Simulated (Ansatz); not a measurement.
Ta (slab)

```cif
data_structure
_symmetry_space_group_name_H-M 'P 1'
_symmetry_Int_Tables_number 1
_cell_length_a 5.7483
_cell_length_b 5.7483
_cell_length_c 21.6935
_cell_angle_alpha 90.000
_cell_angle_beta 90.000
_cell_angle_gamma 109.471
_cell_volume 675.82
loop_
_atom_site_label
_atom_site_type_symbol
_atom_site_fract_x
_atom_site_fract_y
_atom_site_fract_z
_atom_site_occupancy
Ta1 Ta 0.25000 0.25000 0.39182 1
Ta2 Ta 0.25000 0.75000 0.39182 1
Ta3 Ta 0.75000 0.25000 0.39182 1
Ta4 Ta 0.75000 0.75000 0.39182 1
Ta5 Ta 0.50000 0.50000 0.49624 1
Ta6 Ta 0.50000 0.00000 0.49624 1
Ta7 Ta 0.00000 0.50000 0.49624 1
Ta8 Ta 0.00000 0.00000 0.49624 1
Ta9 Ta 0.75000 0.75000 0.60064 1
Ta10 Ta 0.75000 0.25000 0.60064 1
Ta11 Ta 0.25000 0.75000 0.60064 1
Ta12 Ta 0.25000 0.25000 0.60064 1
```

Computed with Ansatz 0.2.0, DFT PBE, scalar-relativistic, plane waves, PAW.

> What will maps of the valence pseudo-density and electron localisation function show?

Ta–Ta (2.87 Å): the density is about 0.31 e/Å³ at the midpoint; the ELF is about 0.35 at the midpoint.

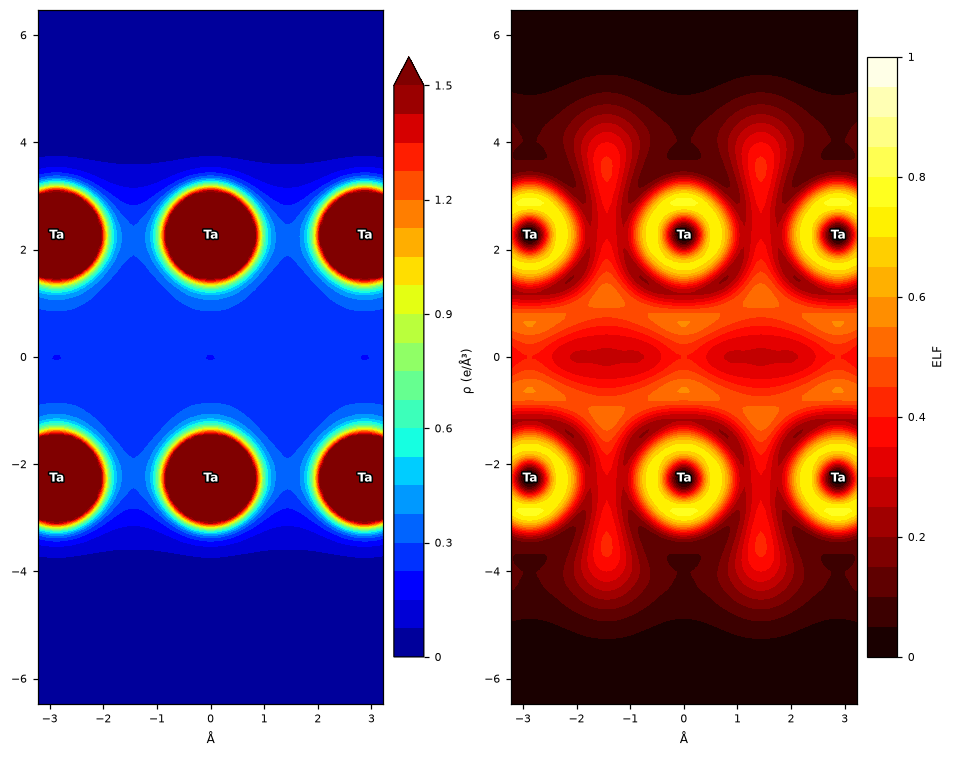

Computed valence pseudo-density and electron localisation function on the (010) plane of the calculation cell, a cut from vacuum to vacuum, in this order. 

Core electrons are frozen (PAW), and the valence fields are smoothed inside the atomic spheres.
